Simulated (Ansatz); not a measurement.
System: Ce.

```cif
data_structure
_symmetry_space_group_name_H-M 'P 1'
_symmetry_Int_Tables_number 1
_cell_length_a 5.2291
_cell_length_b 5.2291
_cell_length_c 5.2291
_cell_angle_alpha 90.000
_cell_angle_beta 90.000
_cell_angle_gamma 90.000
_cell_volume 142.98
loop_
_atom_site_label
_atom_site_type_symbol
_atom_site_fract_x
_atom_site_fract_y
_atom_site_fract_z
_atom_site_occupancy
Ce1 Ce 0.00000 0.00000 0.00000 1
Ce2 Ce 0.50000 0.50000 0.00000 1
Ce3 Ce 0.50000 0.00000 0.50000 1
Ce4 Ce 0.00000 0.50000 0.50000 1
```

Space group Fm-3m; computed pressure about −8 GPa in this cell; the SCF solution may not be the lowest one; no Hubbard U on the f states and no spin–orbit coupling; spin-polarised.

The calculation used Kohn-Sham DFT of a periodic cell, PBEsol, Ansatz PAW earlier set (Ansatz 0.2.0).

Q: Predict the valence pseudo-density, electron localisation function and spin density between the atoms.

A: Ce–Ce (3.70 Å): ρ at the midpoint is about 0.1 e/Å³; the ELF is about 0.10 at the midpoint (no localised pair shows between them).
The spin density sits on Ce: +0.8 μB (×4) in one cell of 4 atoms: parallel main moments, as they must be, since the calculation's own cell holds one magnetic site. The cell of the calculation (1 atoms) carries 0.9 μB of net spin moment.

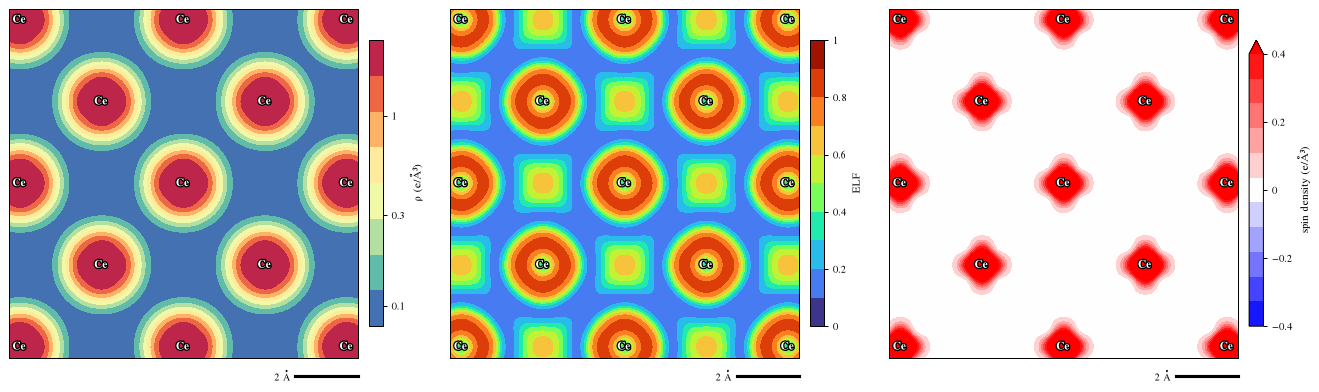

Computed valence pseudo-density, electron localisation function and spin density on the (010) plane of the conventional cell, in this order. 

In a PAW calculation such maps are meaningful between the atoms, not at the nuclei.
